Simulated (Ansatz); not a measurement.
Read the following structure.

```xyz
1
Lattice="2.7702 0.0000 0.0000 -1.3851 2.3991 0.0000 0.0000 0.0000 2.5259" Properties=species:S:1:pos:R:3 pbc="T T T"
Mo    0.0000    0.0000    0.0000
```

Say what kind of structure these coordinates give.

Answer. The element is molybdenum. The structure has P6/mmm (No. 191) symmetry and a primitive hexagonal lattice. Type of structure: simple hexagonal. The cell holds one atom.

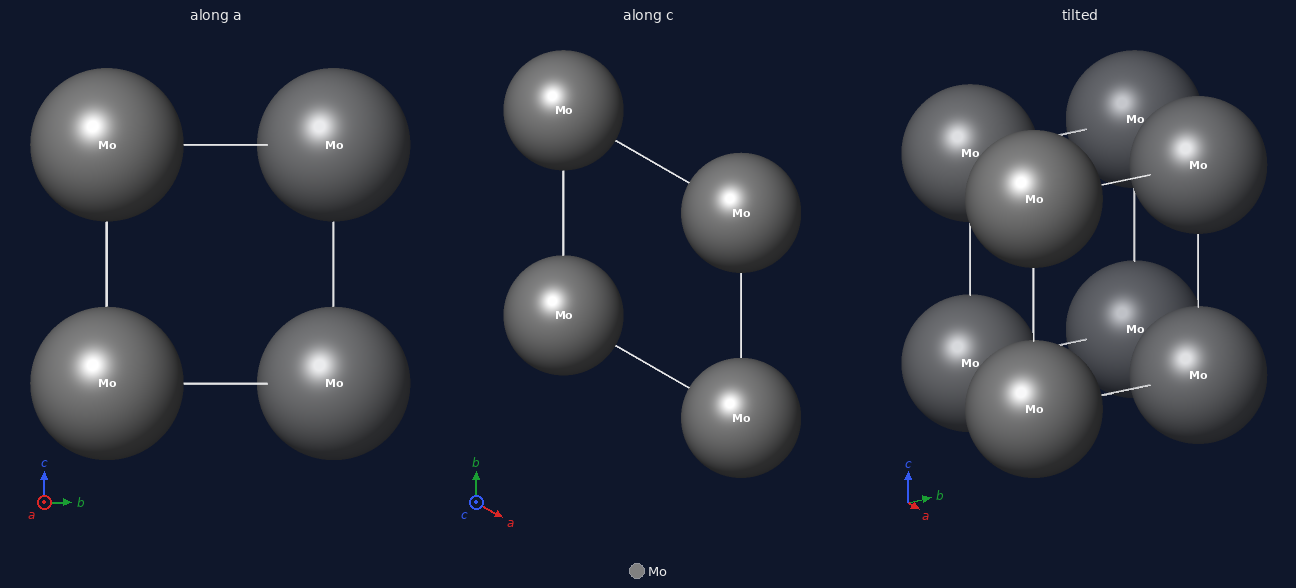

Crystal structure, spheres-only style, seen along the a axis, along the c axis and slightly off an axis. Lines trace the edges of the conventional unit cell. Colours: molybdenum grey.

Source of the structure: a structure listed in the Materials Project. It is drawn as it came out of a relaxation with DFT PBE, scalar-relativistic, plane waves, PAW (Ansatz 0.2.0).
